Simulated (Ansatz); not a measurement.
```
Ga N
1.0
     4.21703    0.00000    0.00000
     0.00000    4.21703    0.00000
     0.00000    0.00000    4.21703
Ga N
4 4
Direct
  0.00000 0.00000 0.00000
  0.50000 0.50000 0.00000
  0.50000 0.00000 0.50000
  0.00000 0.50000 0.50000
  0.50000 0.00000 0.00000
  0.00000 0.50000 0.00000
  0.00000 0.00000 0.50000
  0.50000 0.50000 0.50000
```

Space group Fm-3m; started from the rocksalt prototype, which need not be the ambient phase; computed pressure about 8 GPa in this cell.

Method: Ansatz 0.2.0, DFT, PBE, plane waves, PAW.

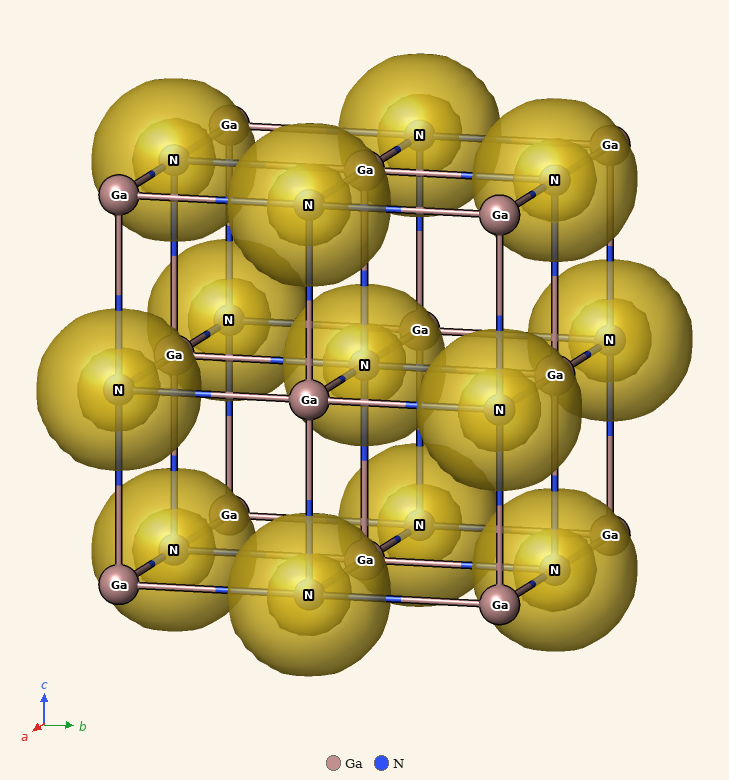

GaN. Isosurface of the ELF at 0.7 (yellow), seen slightly off an axis. Only the valence region is drawn (cores and ρ < 0.01 e/Å³ removed). Sticks mark near contacts.

Core electrons are frozen (PAW), and the valence fields are smoothed inside the atomic spheres.

Describe the localisation domains.

Answer. At this value the surface marks out four regions wrapped around N (the valence shell of each), counted in one cell of 8 atoms. Regions shared between cells count once. Profiles from the grid: Ga–N (2.11 Å): the ELF peaks at about 0.85 in the valence shell of N, 0.7 Å from its nucleus, and is about 0.35 at the midpoint.
